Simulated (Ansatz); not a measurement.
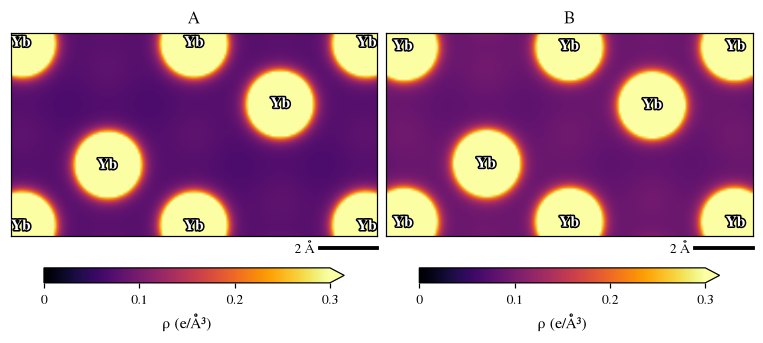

Yb. The valence charge density (pseudo) of two cells that differ in size, on the (110) plane of each (indices in the axes of the calculation cell), at one length scale and on one colour scale; one has 31.2 and the other 35.1 Å³ an atom.

All numbers below come from DFT, PBEsol, plane waves (420 eV) with PAW, scalar-relativistic in Ansatz 0.2.0.

The density is the valence pseudo-density of a PAW calculation; it isn't the true density close to the nuclei.

The larger cell:

```cif
data_structure
_symmetry_space_group_name_H-M 'P 1'
_symmetry_Int_Tables_number 1
_cell_length_a 3.6769
_cell_length_b 3.6769
_cell_length_c 12.0033
_cell_angle_alpha 90.000
_cell_angle_beta 90.000
_cell_angle_gamma 120.000
_cell_volume 140.54
loop_
_atom_site_label
_atom_site_type_symbol
_atom_site_fract_x
_atom_site_fract_y
_atom_site_fract_z
_atom_site_occupancy
Yb1 Yb 0.00000 0.00000 0.00000 1
Yb2 Yb 0.00000 0.00000 0.50000 1
Yb3 Yb 0.33333 0.66667 0.25000 1
Yb4 Yb 0.66667 0.33333 0.75000 1
```

The smaller cell: a = 3.535 Å, b = 3.535 Å, c = 11.541 Å, α = 90.00°, β = 90.00°, γ = 120.00°.

Which panel shows the smaller cell, and what does the compression change?

Panel B is the smaller cell, by 11 % in volume. From the larger cell to the smaller, Yb–Yb goes from 3.68 to 3.53 Å, and the density at its midpoint from 0.08 to 0.09 e/Å³; the pressure goes from −1.4 to 0.9 GPa.
